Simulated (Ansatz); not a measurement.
# Σ9 (221) boundary in fcc Ir with B (interstitial): structure and resistance, part 2 of 2

How much does the Σ9 (221) boundary in fcc Ir with B (interstitial) reflect electrons?

Ansatz 0.2.0; Ansatz plane-wave DFT, PBE, PAW files; relaxation of a bicrystal slab with its lowest layers held; PAW set soft_1 (the session's first sound run).

So far. Step 2 (Relaxing the bicrystal): The largest force component on a free atom ends at 0.021 eV/Å, under the tolerance of 0.03, after 9 steps.

## Step 3: Transmission across the boundary

This step: Ansatz plane-wave DFT, PBE, PAW files; ballistic transport by layer matching (Landauer), zero bias; boundary relaxed in a short slab, bulk layers laid on; PAW set soft_1 (Ansatz 0.2.0).

System of this step: Σ9 (221) boundary in fcc Ir with B (interstitial). The cell holds 68 atoms: 67 Ir and 1 B. Cell: a = 2.715 Å, b = 8.145 Å, c = 50.930 Å, α = 90.0°, β = 90.0°, γ = 90.0°. It derives from Ir. Regions: lower grain, 27 atoms (27 Ir); boundary, 19 atoms (18 Ir and 1 B); upper grain, 22 atoms (22 Ir). Vacuum lies along c.

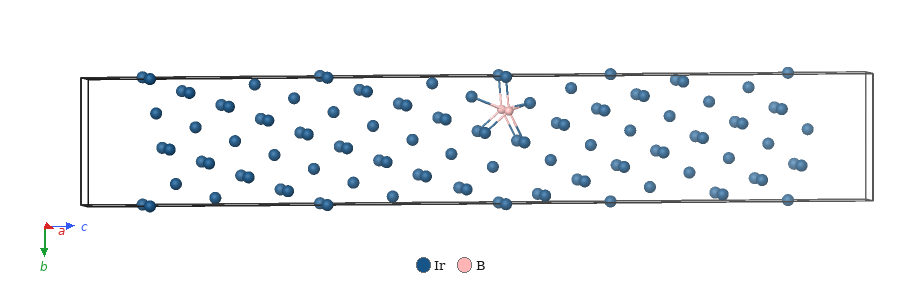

The cell of this step (iridium blue, boron pink). Bonds to atoms that aren't drawn are left out. Some periodic images of atoms are drawn too.

The input, input.yaml:

```yaml
crystal:
  lattice:
    - [2.7148657757, 0.0, 0.0]
    - [0.0, 8.1445973271, 0.0]
    - [0.0, 0.0, 50.9297010029]
  atoms:
    - { symbol: Ir, position: [-17.9999999993, -9.9999999999, 0.0785396325] }
    - { symbol: Ir, position: [-17.4999999993, -9.7222222222, 0.0911040102] }
    - { symbol: Ir, position: [-16.9999999993, -9.4444444444, 0.1036683879] }
    - { symbol: Ir, position: [-16.4999999994, -9.1666666666, 0.1162327656] }
    - { symbol: Ir, position: [-15.9999999994, -8.8888888888, 0.1287971433] }
    - { symbol: Ir, position: [-15.4999999994, -8.6111111111, 0.141361521] }
    - { symbol: Ir, position: [-14.9999999994, -8.3333333333, 0.1539258988] }
    - { symbol: Ir, position: [-14.4999999994, -8.0555555555, 0.1664902765] }
    - { symbol: Ir, position: [-13.9999999995, -7.7777777777, 0.1790546542] }
    - { symbol: Ir, position: [-13.4999999995, -7.5, 0.1916190319] }
    - { symbol: Ir, position: [-12.9999999995, -7.2222222222, 0.2041834096] }
    - { symbol: Ir, position: [-12.4999999995, -6.9444444444, 0.2167477873] }
    - { symbol: Ir, position: [-11.9999999995, -6.6666666666, 0.229312165] }
    - { symbol: Ir, position: [-11.4999999995, -6.3888888889, 0.2418765427] }
    - { symbol: Ir, position: [-10.9999999996, -6.1111111111, 0.2544409204] }
    - { symbol: Ir, position: [-10.4999999996, -5.8333333333, 0.2670052981] }
    - { symbol: Ir, position: [-9.9999999996, -5.5555555555, 0.2795696758] }
    - { symbol: Ir, position: [-9.4999999996, -5.2777777778, 0.2921340535] }
    - { symbol: Ir, position: [-8.9999999996, -5.0, 0.3046984313] }
    - { symbol: Ir, position: [-8.4999999997, -4.7222222222, 0.317262809] }
    - { symbol: Ir, position: [-7.9999999997, -4.4444444444, 0.3298271867] }
    - { symbol: Ir, position: [-7.4999999997, -4.1666666667, 0.3423915644] }
    - { symbol: Ir, position: [-6.9999999997, -3.8888888889, 0.3549559421] }
    - { symbol: Ir, position: [-6.4999999997, -3.6111111111, 0.3675203198] }
    - { symbol: Ir, position: [-5.9999999997, -3.3333333333, 0.3800846975] }
    - { symbol: Ir, position: [-5.4999999998, -3.0555555556, 0.3926490752] }
    - { symbol: Ir, position: [-4.9999999998, -2.7777777778, 0.4052134529] }
    - { symbol: Ir, position: [0.5000000002, 0.5, 0.4177778306] }
    - { symbol: Ir, position: [0.0001624346, 0.781059122, 0.4301992175] }
    - { symbol: Ir, position: [0.500227546, 0.0573228916, 0.4429441187] }
    - { symbol: Ir, position: [0.0001989829, 0.3346525367, 0.4554229619] }
    - { symbol: Ir, position: [0.5003474269, 0.614094808, 0.4672669687] }
    - { symbol: Ir, position: [0.0004959708, 0.8857649761, 0.4820491412] }
    - { symbol: Ir, position: [0.5004618379, 0.1646569466, 0.4931650718] }
    - { symbol: Ir, position: [0.0006876597, 0.4431111877, 0.5054740005] }
    - { symbol: Ir, position: [0.5007082587, 0.7168165399, 0.5201742797] }
    - { symbol: Ir, position: [0.0007217792, 0.0043045327, 0.5323221507] }
    - { symbol: B, position: [0.0012555675, 0.2728191653, 0.535855935] }
    - { symbol: Ir, position: [0.0009204678, 0.520023283, 0.5557703246] }
    - { symbol: Ir, position: [0.5011841096, 0.217495822, 0.5674872954] }
    - { symbol: Ir, position: [0.0013354267, 0.9393658122, 0.5821898546] }
    - { symbol: Ir, position: [0.5012179652, 0.6672173781, 0.5940042293] }
    - { symbol: Ir, position: [0.0016559892, 0.3839924836, 0.6063608203] }
    - { symbol: Ir, position: [0.5015167624, 0.1037660347, 0.6200344784] }
    - { symbol: Ir, position: [0.0015123082, 0.828991162, 0.6326180002] }
    - { symbol: Ir, position: [0.501582172, 0.5514882678, 0.6450440579] }
    - { symbol: Ir, position: [-4.998417828, -2.72628951, 0.6576084356] }
    - { symbol: Ir, position: [-5.498417828, -3.0040672878, 0.6701728133] }
    - { symbol: Ir, position: [-5.9984178279, -3.2818450655, 0.682737191] }
    - { symbol: Ir, position: [-6.4984178279, -3.5596228433, 0.6953015687] }
    - { symbol: Ir, position: [-6.9984178279, -3.8374006211, 0.7078659465] }
    - { symbol: Ir, position: [-7.4984178279, -4.1151783989, 0.7204303242] }
    - { symbol: Ir, position: [-7.9984178279, -4.3929561766, 0.7329947019] }
    - { symbol: Ir, position: [-8.4984178279, -4.6707339544, 0.7455590796] }
    - { symbol: Ir, position: [-8.9984178278, -4.9485117322, 0.7581234573] }
    - { symbol: Ir, position: [-9.4984178278, -5.22628951, 0.770687835] }
    - { symbol: Ir, position: [-9.9984178278, -5.5040672877, 0.7832522127] }
    - { symbol: Ir, position: [-10.4984178278, -5.7818450655, 0.7958165904] }
    - { symbol: Ir, position: [-10.9984178278, -6.0596228433, 0.8083809681] }
    - { symbol: Ir, position: [-11.4984178277, -6.3374006211, 0.8209453458] }
    - { symbol: Ir, position: [-11.9984178277, -6.6151783988, 0.8335097235] }
    - { symbol: Ir, position: [-12.4984178277, -6.8929561766, 0.8460741012] }
    - { symbol: Ir, position: [-12.9984178277, -7.1707339544, 0.858638479] }
    - { symbol: Ir, position: [-13.4984178277, -7.4485117322, 0.8712028567] }
    - { symbol: Ir, position: [-13.9984178276, -7.7262895099, 0.8837672344] }
    - { symbol: Ir, position: [-14.4984178276, -8.0040672877, 0.8963316121] }
    - { symbol: Ir, position: [-14.9984178276, -8.2818450655, 0.9088959898] }
    - { symbol: Ir, position: [-15.4984178276, -8.5596228433, 0.9214603675] }
kpoints:
  mp_grid: { grid: [9, 3, 1] }
hamiltonian:
  xc: pbe
  pseudopotentials: { kind: paw, azcp: { folder: soft_1 } }
scf:
  occupations: { method: fermi_dirac, width: 0.1 }
output:
  transmission:
    leads: [[14, 15], [55, 56]]
    kmesh: [24, 8]
    e_range: [-0.1, 0.1]
    de: 0.05
  write_potential: true
  write_density: true
  volumetric_format: npy
  elf: true
```

Run with:

```console
> ansatz run input.yaml --threads 4 --pin off --max-ram 15360MiB --backend cpu --events-out ev --progress --plain --runs-dir out
```

Numbers of over 12 decimals in the logs are rounded to 6 here.

Log:

```text
[...]
Crystal: 68 atoms, lattice volume = 1126.132 Å³
Basis set: ecut = 420 eV, 22241 PW (Γ)
Bands: 686, of which v1, the nominal top of the filled ones, is band 571 counted from 1 (570 counted from 0)
Symmetry: 1 space group operations
[...]
k-points: 14 of 27 (time reversal used)
[...]
SCF iter   1: F=—  HF=-799922.469971 eV  |F-HF|=—  |Δ(HF+E_count)|=         —  Δρ=4.60e-2  dr2=4.51e1  ethr=3.10e-3  ⟨swp⟩=6.4  Hψ=32865  notcnv=0  defer=252
[...]
SCF iter  12: F=-799915.884094 eV  HF=-799915.884094 eV  |F-HF|=1.23e-8  |Δ(HF+E_count)|=   1.15e-7  Δρ=1.55e-6  dr2=4.28e-8  ethr=8.76e-12  ⟨swp⟩=12.4  Hψ=32253  notcnv=0
SCF 1 converged in 12 iterations: F = -799915.884094 eV  dr2 = 4.28e-8
[...]
transmission: 688 of 6860 steps passed
transmission: 1372 of 6860 steps passed
[...]
transmission: 6860 of 6860 steps passed
WARN: The output density's exchange-correlation potential varies sharply where the density is thin. Do not read a vacuum level from v_tot or v_xc, or from such a field of the output density. On a cell that repeats whose density bears no net charge and no dipole along the vacuum's axis use v_es (v_loc + v_h of the components); under efield.dipole_correction with no amplitude use v_es + v_field, which holds any externa [...]
SCF converged after 12 iterations
Free energy (F): -799915.884094 eV
[...]
Internal energy: -799913.717219 eV  (E = F + TS)
E sigma→0 (E₀):  -799914.800656 eV
Entropy (-TS):   -2.166875 eV (-31.866 meV/atom)
Fermi energy:    20.924293 eV
[...]
--- Band table (eV; the first three rows and the last of 14) ---
  k-point 0: bands = [... 567 lower, 20.5061, 20.5563, 20.5735, 20.6377, 20.6902, 20.7072, 20.7109, 20.7182, ... 111 higher]
  k-point 1: bands = [... 567 lower, 20.3302, 20.3783, 20.4227, 20.4271, 20.4679, 20.4845, 20.5078, 20.5594, ... 111 higher]
  k-point 2: bands = [... 567 lower, 20.3675, 20.4079, 20.4649, 20.5037, 20.5300, 20.5780, 20.6301, 20.6617, ... 111 higher]
  k-point 13: bands = [... 567 lower, 21.6895, 21.7045, 21.7127, 21.7210, 21.7376, 21.7404, 21.7520, 21.7714, ... 111 higher]
--- Transmission ---
  basis      : 199 plane waves across, 70 finite elements along
  points     : 98, standing for a mesh of 24 x 8
  energies   : 5 from -0.100000 to 0.100000 eV about the Fermi level, 0.050000 eV apart; the leads are filled to 0.000000 eV, and channels, transmission and decay are at 0.000000 eV
  crystal 0  : Ir4, at the sites [14, 15], period 2.5596 Å, over 17.92 Å; its Hamiltonian steps by up to 20.5 meV
    offset         : up to 0.0000 Å between an atom of the period and one for which it stands
    channels       : 5.562500e0 a spin
    conductance    : none, the energies end too early or step too widely for 300 K: set another output.transmission.e_range or a lower de, or, where they end at an eighth of basis.ecutwfc, a higher one
[...]
channels       : 5.562500e0 a spin
[...]
junction   : crystal 0 to crystal 1, 12.64 to 37.65 Å
    transmission   : 2.268918e0 a spin
[...]
```

Elapsed: 45 min, on 4 threads of Arm Neoverse V1, shared host; peak memory 11 GiB.

This step gave:

- free energy: -799915.8841 eV
- energy at zero smearing: -799914.8007 eV
- Fermi energy: 20.92 eV
- cell area: 22.11 Å²
- transmission per spin nearest the Fermi level: 2.269
- open channels per spin nearest the Fermi level: 5.562
- open channels per spin, upper lead: 5.562
- step of the lead's potential: 20.5 meV
- step of the upper lead's potential: 20.2 meV

Per spin. Table of transmission, zone mean by energy, zero at the Fermi level:

| energy (eV) | transmission, zone mean |
| --- | --- |
| -0.1000 | 2.25 |
| -0.0500 | 2.27 |
| 0.0000 | 2.27 |
| 0.0500 | 2.33 |
| 0.1000 | 2.37 |

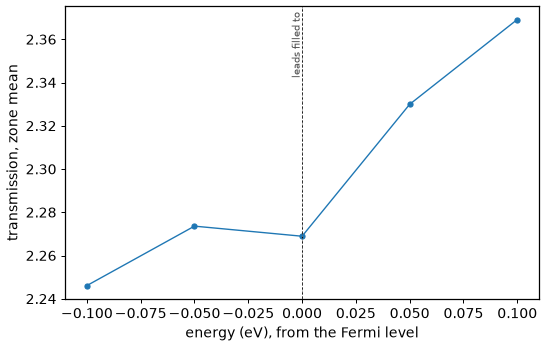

Transmission, zone mean, plotted against energy.

Per spin. The open channels, zone mean by energy, zero at the Fermi level:

| energy (eV) | lead | upper lead |
| --- | --- | --- |
| -0.1000 | 5.49 | 5.49 |
| -0.0500 | 5.58 | 5.58 |
| 0.0000 | 5.56 | 5.56 |
| 0.0500 | 5.70 | 5.70 |
| 0.1000 | 5.78 | 5.76 |

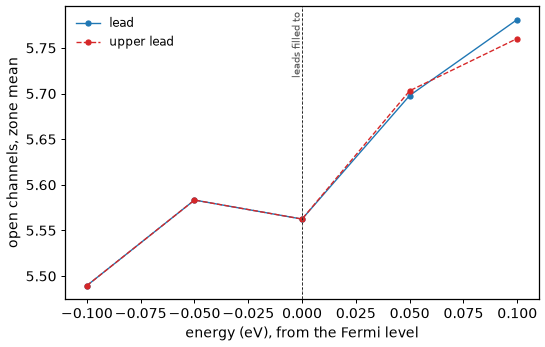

Open channels, zone mean against energy.

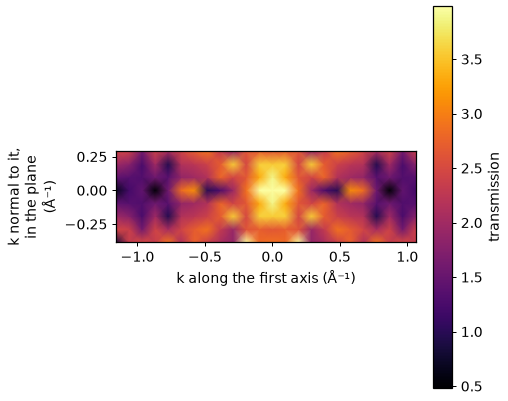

Transmission over k1 and k2. At 0.0000 eV from the Fermi level.

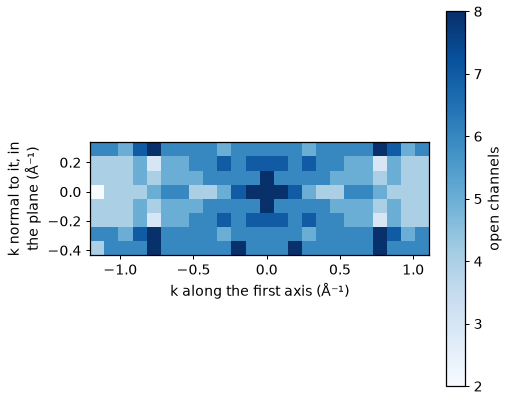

Open channels over k1 and k2. At 0.0000 eV from the Fermi level.

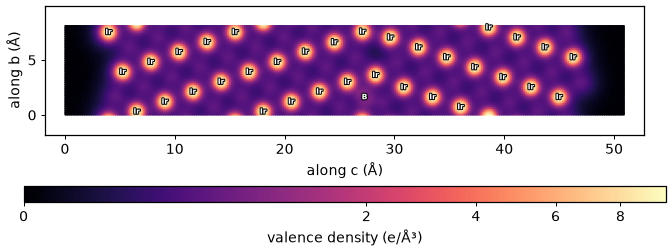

Valence density in the cb plane at fractional x = 0.000, with atoms of Ir and B within 0.2 Å of it. It is the smooth field of the valence electrons, not physical close to the nuclei. The map starts off the cell's origin, so that atoms lie inside it. The colour scale is stretched toward low values.

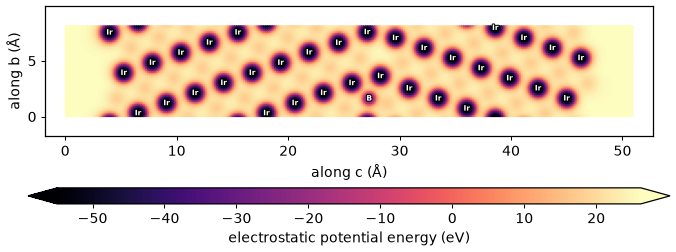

Electrostatic potential energy in the cb plane at fractional x = 0.000, with atoms of Ir and B within 0.2 Å of it. With pseudopotentials it is smooth inside the atoms' cores, unlike the true potential. The map starts off the cell's origin, so that atoms lie inside it.

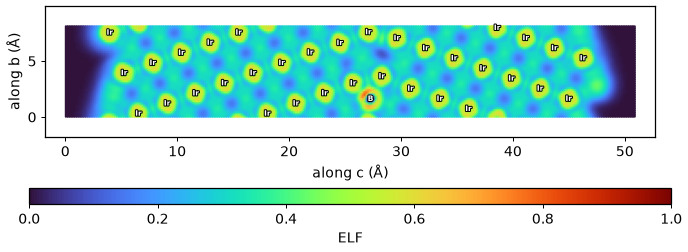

ELF in the cb plane at fractional x = 0.000, with atoms of Ir and B within 0.2 Å of it. It is the smooth field of the valence electrons, not physical close to the nuclei. The map starts off the cell's origin, so that atoms lie inside it.

Over the solved energies the transmission per spin lies between 2.25 and 2.37, out of 5.62 channels of the lead on average (up to 5.78).

## Step 4: Specific resistance

This step: Ansatz plane-wave DFT, PBE, PAW files; ballistic transport by layer matching (Landauer), zero bias; specific resistance of the boundary; PAW set soft_1 (Ansatz 0.2.0).

Numbers from this step:

```
area resistance                      : 0.7344 fΩ m²
T over the leads' mean channel count : 0.4087
```

Averaged over the energies near the Fermi level, 40.9 % of the channels pass, which makes 0.734 fΩ m².

By hand, with T and the leads' channels N averaged over the energies near the Fermi level: RA = A (h/2e²)(1/T − ½[1/N₁ + 1/N₂]) = 22.11×10⁻²⁰ m² × 12 906 Ω × (1/2.298 − ½[1/5.623 + 1/5.620]) = 0.734 fΩ m².

## Step 5: Summary of results

| Item | Value |
| --- | --- |
| specific resistance of the boundary | 0.734 fΩ m² |
| share of channels that pass | 0.409 |

What this shows: The boundary has a specific resistance of 0.73 fΩ m². The boundary reflects 59 % of the channels; 0.73 fΩ m² is 7.3×10⁻¹² Ω·cm². One B in 22.1 Å² of boundary is a high coverage. In the relaxation the upper grain slid sideways by about 0.4 Å, so the result belongs to the position that it found, not to the starting one. One starting structure was relaxed; another shift or atom count at the boundary may lie lower. Spin-orbit coupling is left out, which matters for Ir.

[Logs are printed without paths, hosts, clocks, repeated set-up lines and the standing remarks that a program may print on its own settings, such as how far it seeks lower states.]

[Hosts, paths, dates, database ids (printed as entryN), source tags and the programs' standing remarks are cut or masked in the printed files.]
